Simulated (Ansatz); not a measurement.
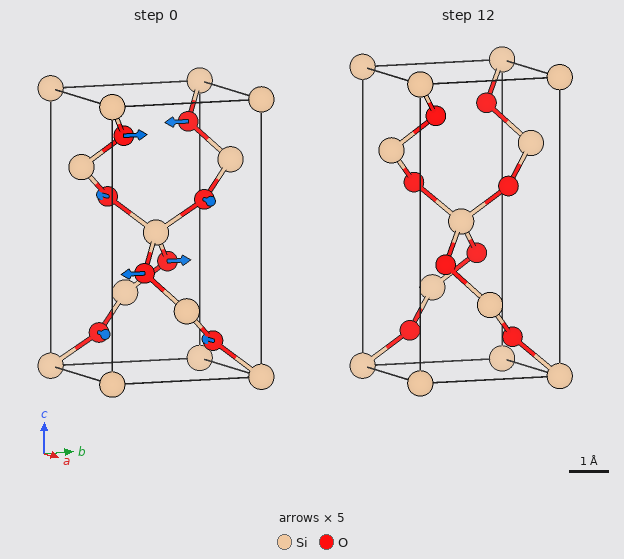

The structure of a crystal of SiO2 (set up in I-42d) before (left) and after (right) a relaxation, at one scale. The blue arrows give the displacements (the part carried along by the change of the cell is left out), 5 times their true length.

A ball-and-stick model of the conventional cell (2 times the calculation's cell), seen slightly off an axis. Lengths and directions refer to the drawn axes.

Case: relaxed at 15 GPa.

Level of theory: DFT LDA, scalar-relativistic, plane waves, PAW (Ansatz 0.2.0).

Input file:
```yaml
crystal:
  lattice:
    - [-2.0751685046, 2.0751685046, 3.5982521012]
    - [2.0751685046, -2.0751685046, 3.5982521012]
    - [2.0751685046, 2.0751685046, -3.5982521012]
  atoms:
    - { symbol: Si, position: [0.0, 0.0, 0.0] }
    - { symbol: Si, position: [0.75, 0.25, 0.5] }
    - { symbol: O, position: [0.375, 0.3053704081, 0.4303704081] }
    - { symbol: O, position: [1.0553704081, 0.625, 0.9303704081] }
    - { symbol: O, position: [0.6946295919, 0.125, 0.0696295919] }
    - { symbol: O, position: [0.875, -0.0553704081, 0.5696295919] }
basis:
  ecutwfc: 420
kpoints:
  mp_grid: { grid: [8, 8, 8] }
hamiltonian:
  xc: lda
scf:
  occupations: { method: gaussian, width: 0.02 }
output:
  forces: true
  stress: true
  eigenvalues: true
relax:
  adjacent_minimum: "off"
  f_tol: 0.008
  max_steps: 50
  cell: { stress_tol: 0.08, p_target: 15.0 }
```

Launched with:
```bash
ansatz run input.yaml --threads 1 --pin off --max-ram 2560MiB --backend cpu --events-out ev --progress --plain --runs-dir out
```

Summarise the run.

Answer. The energy rises by 1.2 meV per atom in 9 accepted moves (12 points after the start). With the target pressure of 15 GPa, the enthalpy E + pV changes by −54.2 meV per atom. Largest force component: 1.6 eV/Å at the start, 0.0014 eV/Å at the end. Pressure: 29.81 GPa at the start and 14.97 GPa at the end. The SCF was repeated 3 times at an unchanged geometry on a basis and grid sized afresh for the cell, which shifted the energy by 0.6 meV per atom at most. The largest moves relative to the cell, 0.13 Å, are those of O3, O4, O5 and O6. O4 goes along +b. Si stays in place. The drawn cell changes as follows: a = b 4.150 → 3.882 Å (−6.5 %), c 7.197 → 7.754 Å (+7.7 %); the volume changes by −5.7 %. Among the contacts that change: Si1–O3 1.564 → 1.606 Å. Among the angles between lasting bonds that change: Si1–O3–Si2 122.8° → 117.3°, O3–Si1–O6 109.8° → 105.7°, O3–Si1–O4 109.3° → 111.4°. The space group stays I-42d (No. 122). Cost: 2.1 min on 1 thread of Arm Neoverse V1 (shared host), peak memory 0.38 GiB.
